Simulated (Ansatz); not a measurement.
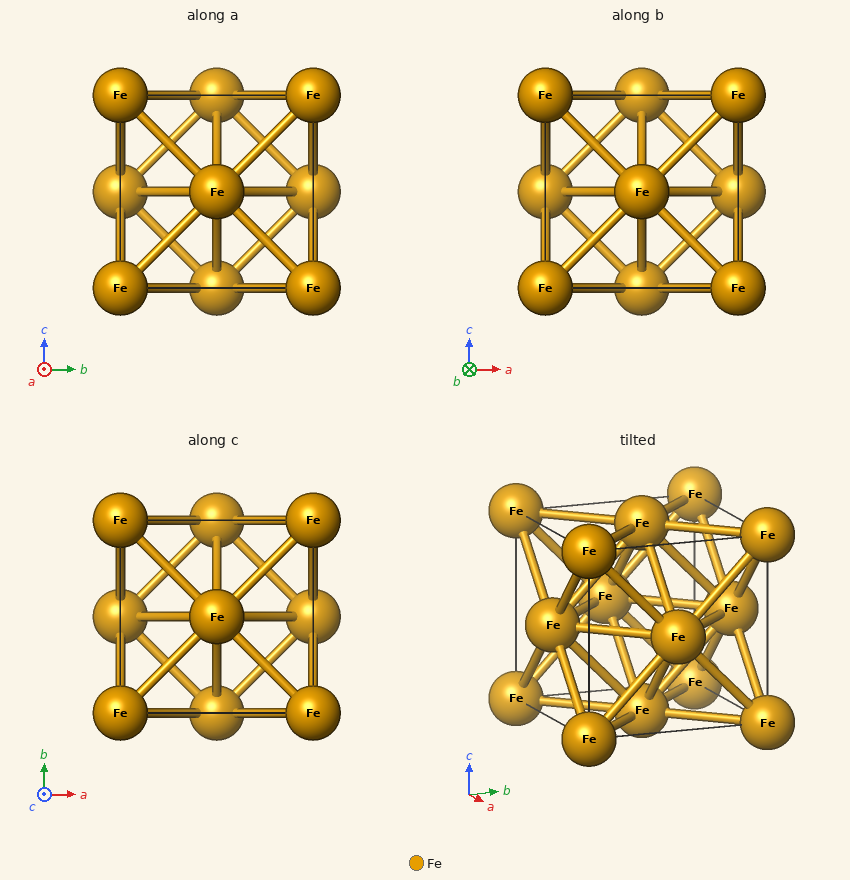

This ball-and-stick model is shown along the a axis, along the b axis, along the c axis and slightly off an axis. The lines enclose the conventional unit cell; boundary atoms appear with their images.

Lattice parameters: a = 3.328 Å, b = 3.328 Å, c = 3.328 Å, α = 90.00°, β = 90.00°, γ = 90.00°.

Reconstruct the structure as a table of Wyckoff sites.

Space group Fm-3m (No. 225).
```
atom  site       x       y       z
  Fe    4a  0.0000  0.0000  0.0000
```

Starting structure: a structure type filled with this element by a generator (whether the element takes this form wasn't checked). Earlier steps of the study may have refined or changed the cell and positions. It went into a calculation with Ansatz.

At this level of theory the cell isn't at rest (compressed, at 15 GPa), so its distances can differ from those at equilibrium, the more so the softer the solid.
